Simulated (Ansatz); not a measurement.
NiSi: geometry relaxation (part 2 of 2)

The same run, continued: NiSi (P2₁3, 8 atoms in the cell); DFT r2SCAN, scalar-relativistic, plane waves, PAW, no spin polarisation (Ansatz 0.2.0); cutoff 500 eV, 8×8×8 k-mesh, Gaussian smearing of 0.1 eV. The structure derives from an entry of the Crystallography Open Database.

Geometry of the input (Å; fractional positions):
```
4.4648  0.0000  0.0000
0.0000  4.4648  0.0000
0.0000  0.0000  4.4648
Si 0.8467  0.8467  0.8467
Si 0.6533  0.1533  0.3467
Si 0.3467  0.6533  0.1533
Si 0.1533  0.3467  0.6533
Ni 0.1487  0.1487  0.1487
Ni 0.3513  0.8513  0.6487
Ni 0.6487  0.3513  0.8513
Ni 0.8513  0.6487  0.3513
```

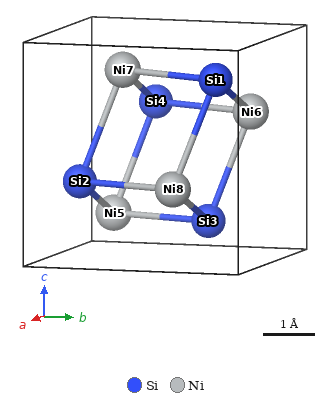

*The geometry at step 2 of the log (ball-and-stick view of the cell of the calculation, seen slightly off an axis; atoms are numbered from 1 in the order of the input).*

Log, continued:
```
relax step   3: F+E_penalty+E_count = -25940.37497823 eV  Δ(F+E_penalty+E_count) = -2.917e-5 eV  max|allowed force component| = 4.704e-4 eV/Å  Δτ_max = 0.0011 Å  P = +0.007 GPa  Ω = 89.004 Å³  energy of the carried Pulay correction = -2.809e-7 eV  (5 SCF iters, dr2 threshold 3.30e-9 eV, accepted)
Initial wavefunctions: pseudopotential atomic-orbital guess (no wavefunctions were taken with the density)
iter 1 solved again at ethr=5.30e-7 eV; its pass at ethr=3.10e-3 eV (dr2=4.66e-4 eV) is discarded
SCF iter   1: F=—  HF=-25940.374968 eV  |F-HF|=—  |Δ(HF+E_count)|=         —  Δρ=1.53e-6  dr2=1.25e-9  dr2_τ=1.34e-10  ethr=5.30e-7  ⟨swp⟩=3.0  Hψ=15776  notcnv=0
eigensolver tolerance schedule: the retry pair's looser diagonalisation over-reported the residual by 371507.30 of it (diagonalisation noise at an unbounded share of the residual, at the tolerance the schedule requests for it); recorded, not acted on — ethr = c·dr2/N_el stays at c = 1.0e-1
SCF iter   2: F=—  HF=-25940.374978 eV  |F-HF|=—  |Δ(HF+E_count)|=   1.03e-5  Δρ=3.44e-6  dr2=6.94e-9  dr2_τ=4.91e-11  ethr=1.43e-12  ⟨swp⟩=4.0  Hψ=7714  notcnv=0
SCF iter   3: F=—  HF=-25940.374978 eV  |F-HF|=—  |Δ(HF+E_count)|=   1.20e-9  Δρ=1.07e-6  dr2=7.11e-10  dr2_τ=1.88e-11  ethr=1.43e-12  ⟨swp⟩=2.0  Hψ=4355  notcnv=0
SCF iter   4: F=—  HF=-25940.374978 eV  |F-HF|=—  |Δ(HF+E_count)|=  1.20e-10  Δρ=7.27e-7  dr2=3.68e-10  dr2_τ=4.70e-12  ethr=1.00e-12  ⟨swp⟩=1.0  Hψ=2385  notcnv=0
SCF iter   5: F=-25940.374978 eV  HF=-25940.374978 eV  |F-HF|=1.46e-11  |Δ(HF+E_count)|=  1.24e-10  Δρ=1.93e-7  dr2=2.53e-11  dr2_τ=3.75e-13  ethr=1.00e-12  ⟨swp⟩=5.9  Hψ=13690  notcnv=0
SCF 4 converged in 5 iterations: F = -25940.374978 eV  dr2 = 2.53e-11
relax step   4: F+E_penalty+E_count = -25940.37497823 eV  Δ(F+E_penalty+E_count) = -6.621e-10 eV  max|allowed force component| = 4.673e-4 eV/Å  Δτ_max = 0.0000 Å  P = +0.007 GPa  Ω = 89.004 Å³  stress off target by 6.56e-3 GPa  SCF on the basis re-selected at this cell (its energy is not comparable with the rows above)  (5 SCF iters)
basis re-selected at this cell: Δ(F+E_penalty+E_count) = -6.621e-10 eV, ΔP = +0.000 GPa vs the last step (what re-selecting the basis moved, of the pressure what is left beyond the Pulay correction that the steps carried, after the strain that the cell walked since its last selection, with what the two solves' SCF thresholds leave and, on support functions, any second-order correction that the steps lacked; it is no measure of the basis error at this ecutwfc). This SCF's stress stands 6.56e-3 GPa from its target on what of the cell is left free (relax.cell.stress_tol is 5.00e-2 GPa) and its largest allowed force component is 4.67e-4 eV/Å (relax.f_tol is 5.00e-3 eV/Å): within both
SCF converged after 5 iterations
Free energy (F): -25940.374978 eV
Harris-Foulkes:  -25940.374978 eV  (|F-HF|=1.46e-11)
Internal energy: -25940.364237 eV  (E = F + TS)
E sigma→0 (E₀):  -25940.369608 eV
Entropy (-TS):   -0.010741 eV (-1.343 meV/atom)
Fermi energy:    16.970433 eV
--- Per-component energies (eV) ---
  E_band       = -1248.109650
  E_kinetic    = 1318.744808
  E_local      = -17215.328543  (includes V_loc(G=0)·N_el)
  E_nonlocal   = 2663.857105
  E_hartree    = 7448.223492
  E_xc         = -531.527785
  E_vxc        = -685.024927  (∫ρ·V_xc dr)
  E_paw        = -8664.572586  (= ΣΔE_a)
  E_vpaw       = -2271.586644  (= ΣTr[D̂ρ^β])
  E_aug_tail   = 0.000966  (compensation charges beyond the density's cutoff)
  E_vtau       = 44.779977  (kinetic-family band-sum trace: ∫τ·v_τ [+ j·A + Jᵃ·Aᵃ] dr)
  E_ewald      = -10958.255687
  E_core_change = -1.506006  (= ΣΔE_core)
  E_smearing   = -0.010741  (= −TS)
  E_closure    = -0.000000  (closes the sum)
  Σ components = -25940.374978   (vs F -25940.374978, Δ=0.00e0)
--- Forces (eV/Å), atoms counted from 1 ---
  atom   1  Si     0.00002972     0.00002972     0.00002972
  atom   2  Si    -0.00002972    -0.00002972     0.00002972
  atom   3  Si     0.00002972    -0.00002972    -0.00002972
  atom   4  Si    -0.00002972     0.00002972    -0.00002972
  atom   5  Ni     0.00046726     0.00046726     0.00046726
  atom   6  Ni    -0.00046726    -0.00046726     0.00046726
  atom   7  Ni     0.00046726    -0.00046726    -0.00046726
  atom   8  Ni    -0.00046726     0.00046726    -0.00046726
  max |Σ_I F_I| component: 8.09e-17 eV/Å
--- Stress (GPa, compression-positive) ---
        0.006560       0.000000       0.000000
        0.000000       0.006560       0.000000
        0.000000       0.000000       0.006560
  P = ⅓ Tr σ = 0.0066 GPa (0.066 kbar)
--- Band table (eV; the first three rows and the last of 45) ---
  k-point 0: bands = ["-91.0120", "-91.0061", "-91.0061", "-91.0061", "-50.0504", "-50.0504", "-50.0504", "-50.0274", "-49.9151", "-49.9151", "-49.9151", "-49.8938", "-49.8938", "-49.8854", "-49.8854", "-49.8854", "1.6880", "7.5189", "7.5189", "7.5189", "10.1171", "10.1171", "10.1171", "11.9259", "11.9259", "11.9259", "12.5564", "12.5564", "12.5711", "12.9099", "12.9099", "12.9099", "13.2965", "13.2965", "13.2965", "14.4372", "14.4372", "14.4372", "14.5354", "14.5354", "15.2068", "15.2068", "15.2068", "18.1278", "18.1278", "18.1278", "18.3643", "18.3643", "19.0442", "19.0442", "19.0442", "20.6551", "21.7699"]
  k-point 1: bands = ["-91.0118", "-91.0067", "-91.0060", "-91.0056", "-50.0523", "-50.0506", "-50.0475", "-50.0280", "-49.9185", "-49.9159", "-49.9107", "-49.8936", "-49.8929", "-49.8865", "-49.8861", "-49.8847", "1.8084", "6.6618", "7.6008", "8.1103", "9.6969", "10.1846", "10.7440", "11.3513", "11.6939", "12.4355", "12.4446", "12.5831", "12.7396", "12.8534", "12.9167", "12.9220", "13.2175", "13.2744", "13.4806", "14.3255", "14.3261", "14.5095", "14.5443", "14.6011", "15.0429", "15.1627", "15.5389", "17.4883", "17.6052", "17.8242", "18.0605", "18.7710", "19.2912", "19.3346", "19.6807", "20.9499", "21.0919"]
  k-point 2: bands = ["-91.0113", "-91.0076", "-91.0059", "-91.0054", "-50.0534", "-50.0513", "-50.0441", "-50.0299", "-49.9208", "-49.9179", "-49.9058", "-49.8931", "-49.8908", "-49.8880", "-49.8878", "-49.8845", "2.1666", "5.5982", "7.8401", "8.5786", "9.5621", "10.3313", "10.7131", "11.2812", "11.4247", "12.1461", "12.6295", "12.6436", "12.8732", "12.9165", "12.9438", "12.9940", "13.2070", "13.2815", "13.5936", "14.0790", "14.2723", "14.4416", "14.5717", "14.6437", "14.9776", "15.0367", "16.0633", "17.0243", "17.0740", "17.2189", "17.8245", "19.1723", "19.6075", "19.6465", "20.4265", "21.2172", "21.6559"]
  k-point 44: bands = ["-91.0075", "-91.0075", "-91.0075", "-91.0075", "-50.0451", "-50.0451", "-50.0451", "-50.0451", "-49.9128", "-49.9128", "-49.9128", "-49.9128", "-49.8841", "-49.8841", "-49.8841", "-49.8841", "6.1592", "6.1592", "6.1592", "6.1592", "8.6090", "8.6090", "8.6090", "8.6090", "12.5658", "12.5658", "12.5658", "12.5658", "12.8337", "12.8337", "12.8337", "12.8337", "14.0868", "14.0868", "14.0868", "14.0868", "14.1165", "14.1165", "14.1165", "14.1165", "15.0072", "15.0072", "15.0072", "15.0072", "21.6141", "21.6141", "21.6141", "21.6141", "21.7808", "21.7808", "21.7808", "21.7808", "23.7875"]
--- Relaxed structure (3 steps of the walk, 3 accepted, 1 SCFs on fresh bases) ---
  F+E_penalty+E_count = -25940.37497823 eV   max|allowed force component| = 4.673e-4 eV/Å   (the final SCF, on the basis selected at the relaxed cell)
  cell:  # Å, volume = 89.0042 Å³
    - [4.464814938095298, 3.5950692295228405e-33, -1.79753461476142e-33]
    - [3.5950692295228405e-33, 4.464814938095298, -2.0382758578098244e-33]
    - [-1.79753461476142e-33, -2.0382758578098244e-33, 4.464814938095298]
  atoms:
    - { symbol: Si, position: [0.8469210538970998, 0.8469210538970998, 0.8469210538970998] }
    - { symbol: Si, position: [0.6530789461028998, 0.15307894610290002, 0.3469210538970999] }
    - { symbol: Si, position: [0.3469210538970999, 0.6530789461028998, 0.15307894610290002] }
    - { symbol: Si, position: [0.15307894610290002, 0.3469210538970999, 0.6530789461028998] }
    - { symbol: Ni, position: [0.1487251961322721, 0.1487251961322721, 0.1487251961322721] }
    - { symbol: Ni, position: [0.3512748038677278, 0.8512748038677277, 0.6487251961322721] }
    - { symbol: Ni, position: [0.6487251961322721, 0.3512748038677278, 0.8512748038677277] }
    - { symbol: Ni, position: [0.8512748038677277, 0.6487251961322721, 0.3512748038677278] }
```

Trajectory as extended XYZ (Å, eV, eV/Å), 4 frames, from step=1 to step=4:
```
8
Lattice="4.4648 0.0000 0.0000 0.0000 4.4648 0.0000 0.0000 0.0000 4.4648" Properties=species:S:1:pos:R:3:forces:R:3 step=1 energy=-25940.37492 pressure_GPa=0.01
Si    3.7804    3.7804    3.7804    0.0108   0.0108   0.0108
Si    2.9168    0.6844    1.5480   -0.0108  -0.0108   0.0108
Si    1.5480    2.9168    0.6844    0.0108  -0.0108  -0.0108
Si    0.6844    1.5480    2.9168   -0.0108   0.0108  -0.0108
Ni    0.6641    0.6641    0.6641   -0.0006  -0.0006  -0.0006
Ni    1.5683    3.8007    2.8965    0.0006   0.0006  -0.0006
Ni    2.8965    1.5683    3.8007   -0.0006   0.0006   0.0006
Ni    3.8007    2.8965    1.5683    0.0006  -0.0006   0.0006
8
Lattice="4.4649 0.0000 0.0000 0.0000 4.4649 0.0000 0.0000 0.0000 4.4649" Properties=species:S:1:pos:R:3:forces:R:3 step=2 energy=-25940.37495 pressure_GPa=0.00
Si    3.7807    3.7807    3.7807    0.0073   0.0073   0.0073
Si    2.9165    0.6841    1.5483   -0.0073  -0.0073   0.0073
Si    1.5483    2.9165    0.6841    0.0073  -0.0073  -0.0073
Si    0.6841    1.5483    2.9165   -0.0073   0.0073  -0.0073
Ni    0.6640    0.6640    0.6640   -0.0001  -0.0001  -0.0001
Ni    1.5684    3.8008    2.8965    0.0001   0.0001  -0.0001
Ni    2.8965    1.5684    3.8008   -0.0001   0.0001   0.0001
Ni    3.8008    2.8965    1.5684    0.0001  -0.0001   0.0001
8
Lattice="4.4648 0.0000 0.0000 0.0000 4.4648 0.0000 0.0000 0.0000 4.4648" Properties=species:S:1:pos:R:3:forces:R:3 step=3 energy=-25940.37498 pressure_GPa=0.01
Si    3.7813    3.7813    3.7813    0.0000   0.0000   0.0000
Si    2.9159    0.6835    1.5489    0.0000   0.0000   0.0000
Si    1.5489    2.9159    0.6835    0.0000   0.0000   0.0000
Si    0.6835    1.5489    2.9159    0.0000   0.0000   0.0000
Ni    0.6640    0.6640    0.6640    0.0005   0.0005   0.0005
Ni    1.5684    3.8008    2.8964   -0.0005  -0.0005   0.0005
Ni    2.8964    1.5684    3.8008    0.0005  -0.0005  -0.0005
Ni    3.8008    2.8964    1.5684   -0.0005   0.0005  -0.0005
8
Lattice="4.4648 0.0000 0.0000 0.0000 4.4648 0.0000 0.0000 0.0000 4.4648" Properties=species:S:1:pos:R:3:forces:R:3 step=4 energy=-25940.37498 pressure_GPa=0.01
Si    3.7813    3.7813    3.7813    0.0000   0.0000   0.0000
Si    2.9159    0.6835    1.5489    0.0000   0.0000   0.0000
Si    1.5489    2.9159    0.6835    0.0000   0.0000   0.0000
Si    0.6835    1.5489    2.9159    0.0000   0.0000   0.0000
Ni    0.6640    0.6640    0.6640    0.0005   0.0005   0.0005
Ni    1.5684    3.8008    2.8964   -0.0005  -0.0005   0.0005
Ni    2.8964    1.5684    3.8008    0.0005  -0.0005  -0.0005
Ni    3.8008    2.8964    1.5684   -0.0005   0.0005  -0.0005
```

Key numbers:

```tsv
quantity	value
outcome	converged
space group (tolerance 0.01 Å)	P2₁3 (198)
electrons treated	88
free energy	−25940.3750 eV
Fermi energy	16.970 eV
gap on the k-point mesh	none (metallic)
pressure	0.01 GPa
final volume	89.00 Å³
largest force (length of the vector) at the end	0.001 eV/Å
final cell	a = 4.465 Å, b = 4.465 Å, c = 4.465 Å, α = 90.00°, β = 90.00°, γ = 90.00°
hardware	2 threads of Intel Xeon (Sapphire Rapids), 32 GiB of memory available, shared host
wall time	91 s (CPU time 3 min)
peak memory	0.71 GiB
```

The run has no spin polarisation, so a magnetic state may lie lower.
